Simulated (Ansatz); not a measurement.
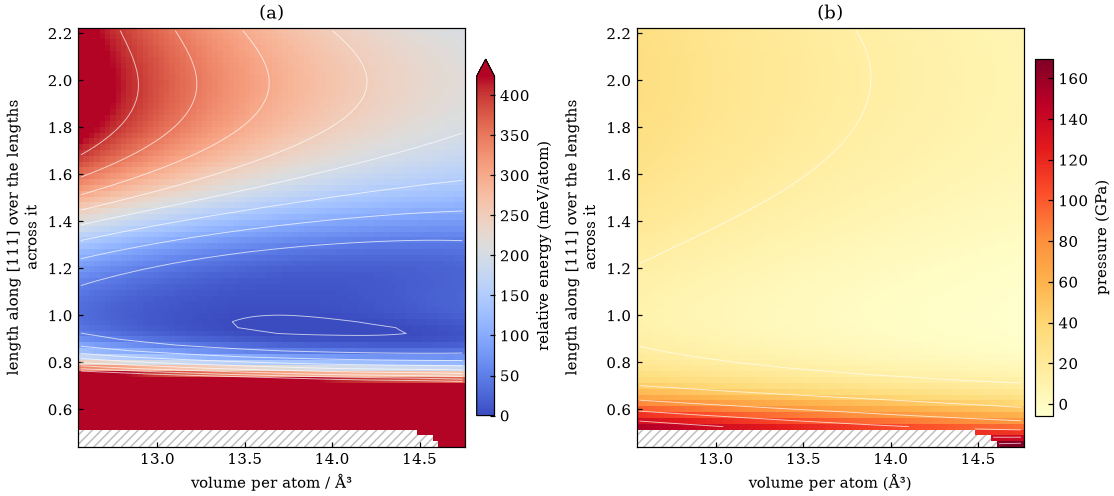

Zn (Im-3m, No. 229; 1 atom in the cell). The energy is mapped over volume and the cell's shape. Coordinates scanned: (1) volume per atom; (2) length along [111] over the lengths across it, relative to the cubic cell. Nothing is relaxed (symmetry fixes all fractional coordinates). Grid: 7 × 9 points. At 6 points there is no value (left out of the scan, as a rule where atoms come close). Points are written as (first, second). All energies are given in meV/atom relative to the lowest grid point. These are results of DFT LDA, scalar-relativistic, plane waves, PAW in Ansatz, not measurements. Settings: cutoff 520 eV, k-mesh 22×22×22, gaussian smearing 0.15 eV, no spin polarisation.

Panel (a) is the energy; panel (b) is the computed pressure, in GPa.

The picture shows a smooth colour map with a few white contour lines, one colour for all values above the top of the scale, hatched blanks where no value was computed. Between grid points the surface is interpolated.

Question: How does the pressure vary over the map, and what is it at the lowest grid point?

Answer: Leaving out the highest fifth of the energies, it runs from −6 GPa at (14.745 Å³, 1.000) [bcc] to 32 GPa at (14.017 Å³, 0.672). At the lowest grid point, (13.653 Å³, 1.000) [bcc], it is 0 GPa. The pressure is minus the slope of the energy with volume, so it vanishes at the true minimum, which need not be a grid point.
